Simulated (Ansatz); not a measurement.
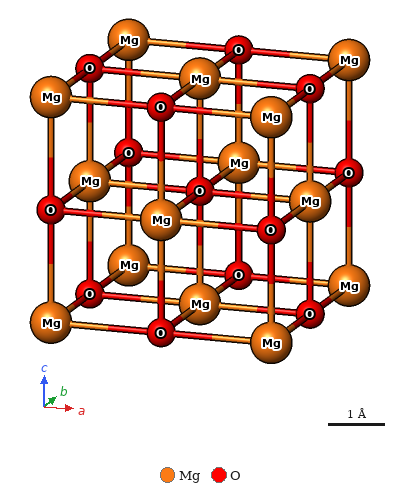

Fig. 1: The structure as given in the input (ball-and-stick view of the cell 4 times as large as that of the calculation, set on its symmetry axes, seen slightly off an axis). Near neighbours in the crystal (not all of them lie inside the picture): Mg has 6 O at 2.11 Å; O has 6 Mg at 2.11 Å.

Single-point calculation of MgO

MgO (Fm-3m, 2 atoms in the cell), computed with DFT, PBEsol, plane waves, PAW, no spin polarisation (Ansatz 0.2.0).

The structure derives from an entry of the Crystallography Open Database.

Log:
```
Engine: ansatz 0.2.0, x86_64-unknown-linux-gnu
Pseudopotentials: kind: paw
Pseudopotential: Mg, paw, valence charge 10, recommended cutoff 420 eV (normal), Mg.paw.azcp
Pseudopotential: O, paw, valence charge 6, recommended cutoff 420 eV (normal), O.paw.azcp
Functional definition: PBEsol
  exchange = pbesol_x
  correlation = pbesol_c
Crystal: 2 atoms, lattice volume = 18.711 Å³
Basis set: ecut = 420 eV, 339 PW (Γ), exchange–correlation on 40×40×40 points (8 copies of the dense FFT grid, shifted against one another)
Bands: 12, of which v1, the nominal top of the filled ones, is band 8 counted from 1 (7 counted from 0)
Symmetry: 48 space group operations
Space group: Fm-3m (ITA 225), of the structure as read, at distance tolerance 2.7e-5 Å
k-points: 4 of 27
Non-local potential: Mg, projectors of the file, l = 0: 3, l = 1: 2, l = 2: 1
Non-local potential: O, projectors of the file, l = 0: 2, l = 1: 2, l = 2: 1
PAW form: soft (Blöchl's): semilocal exchange-correlation on the pseudo side does not see the compensation charge
PAW frozen core: Mg, regenerated for the run's functional, and the local potential with it (the file was generated under x = pbe(κ = 0.804, μ = 0.2195149727645171), c = pbe(β = 0.06672455060314922))
PAW frozen core: O, regenerated for the run's functional, and the local potential with it (the file was generated under x = pbe(κ = 0.804, μ = 0.2195149727645171), c = pbe(β = 0.06672455060314922))
PAW one-centre angular grid: Mg, 110 points (default); XC on 64 Gauss nodes
PAW one-centre angular grid: O, 110 points (default); XC on 64 Gauss nodes
Initial density: superposition of atomic densities (neutral atoms: chi_scale 0, normalization atom), corrected by the library's trained network
Initial wavefunctions: pseudopotential atomic-orbital guess
Functional: x = pbesol(κ = 0.804, μ = 0.12345679012345678), c = pbesol(β = 0.046)
SCF iter   1: F=—  HF=-2475.779130 eV  |F-HF|=—  |Δ(HF+E_count)|=         —  Δρ=9.68e-3  dr2=1.20e-2  ethr=1.77e-3  ⟨swp⟩=5.8  Hψ=282  notcnv=0
preconditioner: auto → none  [insulator: Δε(μ)=4.494 eV  Ē_g=18.358 eV  σ=0.020 eV  W_gap=1.00  n_scr=8 (ndim 8)  ℏωp=24.3 eV  f_vac=0.000  D(μ)=0.00/eV (n_scr^D=0)  ε∞_Penn≈2.7]
SCF iter   2: F=—  HF=-2475.776025 eV  |F-HF|=—  |Δ(HF+E_count)|=   3.10e-3  Δρ=3.56e-3  dr2=1.69e-3  ethr=7.50e-5  ⟨swp⟩=2.0  Hψ=107  notcnv=0
SCF iter   3: F=—  HF=-2475.775444 eV  |F-HF|=—  |Δ(HF+E_count)|=   5.82e-4  Δρ=6.84e-4  dr2=4.35e-5  ethr=1.05e-5  ⟨swp⟩=2.0  Hψ=75  notcnv=0
SCF iter   4: F=—  HF=-2475.775412 eV  |F-HF|=—  |Δ(HF+E_count)|=   3.15e-5  Δρ=9.66e-5  dr2=4.88e-7  ethr=2.72e-7  ⟨swp⟩=2.5  Hψ=78  notcnv=0
SCF iter   5: F=—  HF=-2475.775414 eV  |F-HF|=—  |Δ(HF+E_count)|=   1.73e-6  Δρ=3.77e-5  dr2=1.32e-7  ethr=3.05e-9  ⟨swp⟩=2.2  Hψ=77  notcnv=0
SCF iter   6: F=-2475.775414 eV  HF=-2475.775414 eV  |F-HF|=2.01e-10  |Δ(HF+E_count)|=   8.81e-8  Δρ=1.50e-6  dr2=2.05e-10  ethr=6.25e-10  ⟨swp⟩=5.0  Hψ=221  notcnv=0
SCF 1 converged in 6 iterations: F = -2475.775414 eV  dr2 = 2.05e-10
  greatest PAW one-centre occupation: 1.000 electrons in one spin orbital (limit 2), on the Mg atom at site 0 (counted from 0), in its partial waves of l = 0
```

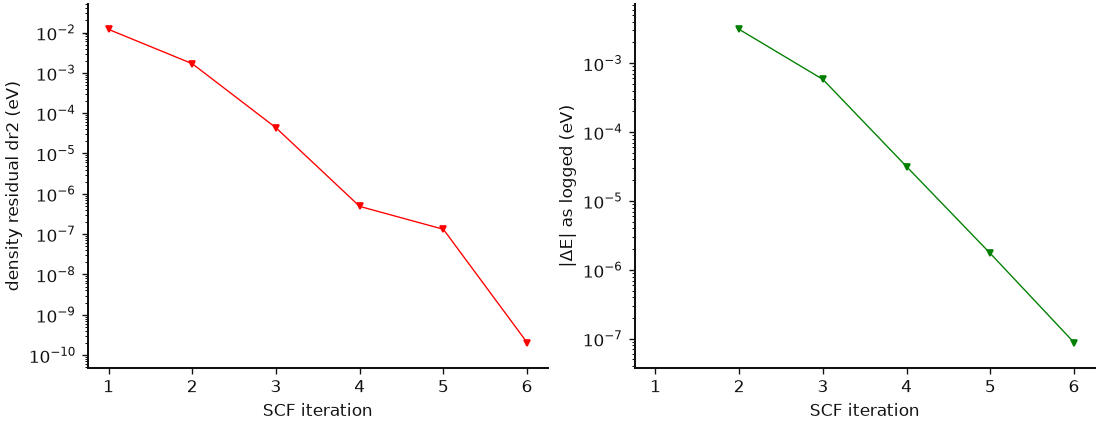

Fig. 2: Convergence of the self-consistent field: density residual dr2 and size of the energy change against the SCF iteration. The residual falls at every step.

```
SCF converged after 6 iterations
Free energy (F): -2475.775414 eV
Harris-Foulkes:  -2475.775414 eV  (|F-HF|=2.01e-10)
Internal energy: -2475.775414 eV  (E = F + TS)
E sigma→0 (E₀):  -2475.775414 eV
Fermi energy:    10.364433 eV
--- Per-component energies (eV) ---
  E_band       = -292.017265
  E_kinetic    = 255.287512
  E_local      = -1602.497920  (includes V_loc(G=0)·N_el)
  E_nonlocal   = 143.778751
  E_hartree    = 553.358101
  E_xc         = -103.889202
  E_vxc        = -133.861620  (∫ρ·V_xc dr)
  E_paw        = -433.214808  (= ΣΔE_a)
  E_vpaw       = -61.442383  (= ΣTr[D̂ρ^β])
  E_aug_tail   = 0.002530  (compensation charges beyond the density's cutoff)
  E_ewald      = -1288.694529
  E_core_change = 0.094150  (= ΣΔE_core)
  E_smearing   = -0.000000  (= −TS)
  E_closure    = 0.000000  (closes the sum)
  Σ components = -2475.775414   (vs F -2475.775414, Δ=0.00e0)
--- Forces (eV/Å), atoms counted from 1 ---
  atom   1  Mg    -0.00000000     0.00000000    -0.00000000
  atom   2  O      0.00000000     0.00000000     0.00000000
  max |Σ_I F_I| component: 1.12e-29 eV/Å
--- Stress (GPa, compression-positive) ---
        0.440160       0.000000      -0.000000
        0.000000       0.440160       0.000000
       -0.000000      -0.000000       0.440160
  P = ⅓ Tr σ = 0.4402 GPa (4.402 kbar)
--- Band table (eV) ---
  k-point 0: bands = ["-63.8956", "-30.8102", "-30.8102", "-30.8102", "-9.1197", "8.0790", "8.0790", "8.0790", "12.6498", "23.6712", "23.6712", "23.6712"]
  k-point 1: bands = ["-63.8890", "-30.8768", "-30.8169", "-30.8169", "-8.1507", "4.3426", "7.5726", "7.5726", "15.5615", "20.2160", "24.4442", "24.4442"]
  k-point 2: bands = ["-63.8868", "-30.8684", "-30.8323", "-30.8323", "-7.9402", "4.5865", "7.0084", "7.0084", "17.2170", "17.8723", "21.7558", "26.0944"]
  k-point 3: bands = ["-63.8845", "-30.8679", "-30.8634", "-30.8281", "-7.5498", "4.7969", "4.9654", "7.0661", "18.1770", "20.1015", "20.4175", "25.6526"]
```

The run was set up as follows.

The input:
```yaml
crystal:
  lattice:
    - [0.0, 2.1071294726, 2.1071294726]
    - [2.1071294726, 0.0, 2.1071294726]
    - [2.1071294726, 2.1071294726, 0.0]
  atoms:
    - { symbol: Mg, position: [0.0, 0.0, 0.0] }
    - { symbol: O, position: [0.5, 0.5, 0.5] }
basis:
  ecutwfc: 420
kpoints:
  mp_grid: { grid: [3, 3, 3] }
hamiltonian:
  xc: pbesol
scf:
  occupations: { method: gaussian, width: 0.02 }
output:
  forces: true
  eigenvalues: true
  stress: true
```

Launched with:
```bash
ansatz run input.yaml --threads 2 --pin off --max-ram 5120MiB --backend cpu --events-out ev --progress --plain --runs-dir out
```

Summary:

| quantity | value |
| --- | --- |
| outcome | converged |
| space group (tolerance 0.01 Å) | Fm-3m (225) |
| electrons treated | 16 |
| free energy | −2475.7754 eV |
| Fermi energy | 10.364 eV |
| gap on the k-point mesh | 4.57 eV |
| pressure | 0.44 GPa |
| largest force (length of the vector) | under 0.001 eV/Å |
| hardware | 2 threads of AMD EPYC (Zen 3), 32 GiB of memory available, shared host |
| peak memory | 0.29 GiB |

Notes:

Settings chosen away from the usual ones: kpoints.mp_grid.grid set to [3, 3, 3] (from [10, 10, 10]). These settings are looser than, or depart from, a standard set-up, so the numbers are not reference values for this system.
